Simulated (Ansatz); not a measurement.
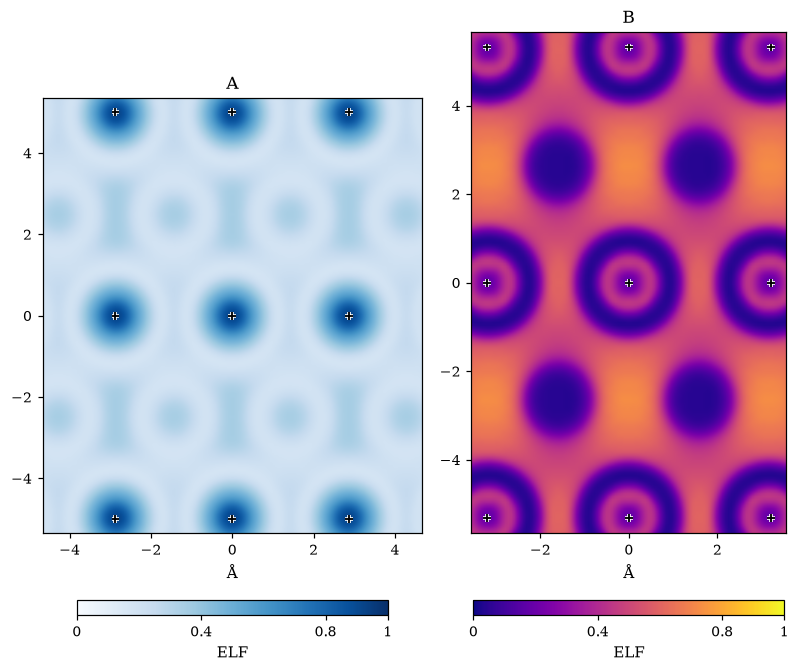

The electron localisation function of 2 systems, each on a plane through atoms (crosses mark nuclei in the plane).

All numbers below come from Kohn-Sham DFT of a periodic cell, PBE, Ansatz PAW in Ansatz 0.2.0.

System 1: Cd, the (100) plane of the conventional cell. Space group P6₃/mmc; computed pressure about 20 GPa in this cell.

```
Cd
1.0
     2.87421    0.00000    0.00000
    -1.43710    2.48914    0.00000
     0.00000    0.00000    5.00340
Cd
2
Cartesian
  1.4371 0.8297 3.7526
  0.0000 1.6594 1.2509
```

System 2: Mg, the (010) plane of the conventional cell. Space group P6₃/mmc.

```
Mg
1.0
     3.20930    0.00000    0.00000
    -1.60465    2.77934    0.00000
     0.00000    0.00000    5.31451
Mg
2
Direct
  0.66667 0.33333 0.75000
  0.33333 0.66667 0.25000
```

Question: Match each panel to its system.

Answer: Panel A is system 1, Cd: the plane holds Cd. Cd–Cd (2.87 Å): the ELF is about 0.25 at the midpoint (no localised pair shows between them). Panel B is system 2, Mg: the plane holds Mg. Mg–Mg (3.21 Å): the ELF reaches about 0.60 near the midpoint.
